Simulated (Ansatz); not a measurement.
The calculation's input:

```
crystal:
  lattice:
    - [4.5072020454, 0.0, 0.0]
    - [0.0, 4.5072020454, 0.0]
    - [0.0, 0.0, 3.04445]
  atoms:
    - { symbol: V, position: [0.5, 0.5, 0.5], spin: 2.0 }
    - { symbol: V, position: [0.0, 0.0, 0.0], spin: 2.0 }
    - { symbol: O, position: [0.200358, 0.799642, 0.5] }
    - { symbol: O, position: [0.799642, 0.200358, 0.5] }
    - { symbol: O, position: [0.700358, 0.700358, 0.0] }
    - { symbol: O, position: [0.299642, 0.299642, 0.0] }
hamiltonian:
  xc: pbe
  pseudopotentials: { kind: paw }
magnetization:
  spin_polarized: true
kpoints:
  mp_grid: { grid: [6, 6, 9] }
scf:
  occupations: { method: gaussian, width: 0.011 }
output:
  forces: true
  stress: true
  eigenvalues: true
  write_density: true
  write_potential: true
  elf: true
  volumetric_format: npy
```

Run with:

```sh
ansatz run input.yaml --threads 2 --pin off --max-ram 5632MiB --backend cpu --events-out ev --progress --plain --runs-dir out
```

Below, planes, directions and counts refer to the conventional cell (a = 4.51 Å, b = 4.51 Å, c = 3.04 Å, α = 90.00°, β = 90.00°, γ = 90.00°).

Space group P4₂/mnm; a structure from a database of computed crystals, not necessarily the ambient phase; computed pressure about −9 GPa in this cell; spin-polarised.

These are results of Kohn-Sham DFT of a periodic cell, PBE, Ansatz PAW (Ansatz 0.2.0), not measurements.

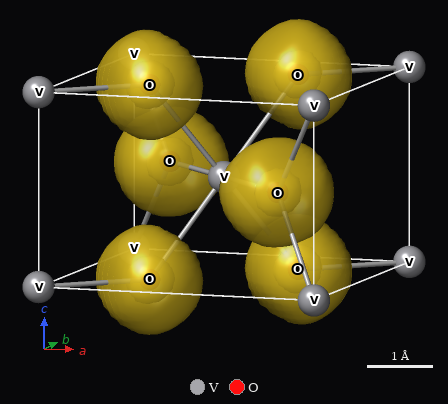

VO$_{2}$. Isosurface of the ELF at 0.7 (yellow), seen slightly off an axis. Only the valence region is drawn (cores and ρ < 0.01 e/Å³ removed). Sticks mark near contacts.

In a PAW calculation such maps are meaningful between the atoms, not at the nuclei.

### Identify the bonds, lone pairs and shells in this picture.

The ELF exceeds this value in four regions wrapped around O (the valence shell of each), counted in one cell of 6 atoms. Any copies at cell faces, edges or corners count once.

Values along the shortest contacts:
V–O (1.91 Å): the ELF peaks at about 0.85 in the valence shell of O, 0.6 Å from its nucleus, and is about 0.20 at the midpoint (no localised pair shows between them). V–O (1.99 Å): the ELF peaks at about 0.85 in the valence shell of O, 0.6 Å from its nucleus, and is about 0.20 at the midpoint (no shared electron pair shows on this line).
